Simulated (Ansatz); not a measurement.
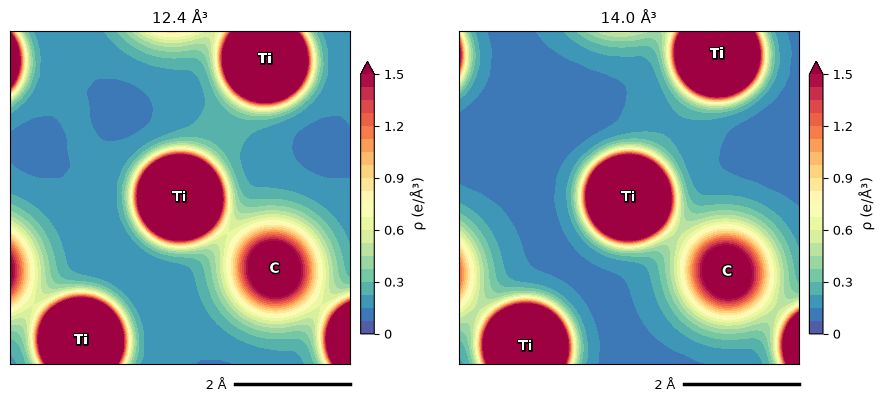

Ti₂C. The valence charge density (pseudo) of cells scaled evenly to different volumes (given per atom above each panel), on the (101̄) plane of each (indices in the axes of the cell below), at one length scale and on one colour scale.

A structure from a database of computed crystals, not necessarily the ambient phase.

These are results of Kohn-Sham DFT of a periodic cell, r2SCAN, Ansatz PAW (Ansatz), not measurements.

The largest cell:

```
CELL_PARAMETERS angstrom
3.14183 0.00000 0.00000
-1.57092 0.90697 4.90818
1.57092 -2.72091 0.00000
ATOMIC_POSITIONS crystal
Ti 0.75450 0.26351 0.75450
Ti 0.24550 0.73649 0.24550
C 0.50000 0.50000 0.50000
```

| volume (Å³/atom) | Ti–C contact in the plane (Å) | ρ at its midpoint (e/Å³) | pressure (GPa) | 
| --- | --- | --- | --- |
| 12.40 | 2.069 | 0.599 | 12.9 | 
| 13.46 | 2.126 | ? | ? | 
| 13.99 | 2.154 | 0.510 | −10.3 | 

**What values belong in the row with question marks?**

Over the known rows ln ρ falls by 1.89 per Å of Ti–C distance (the line through the two), which gives 0.538 e/Å³ at 2.126 Å; the calculation gives 0.537 e/Å³. For the pressure, a straight line in volume between the neighbouring rows gives −2.6 GPa; the calculation gives −4.1, lower because pressure rises ever faster on compression.
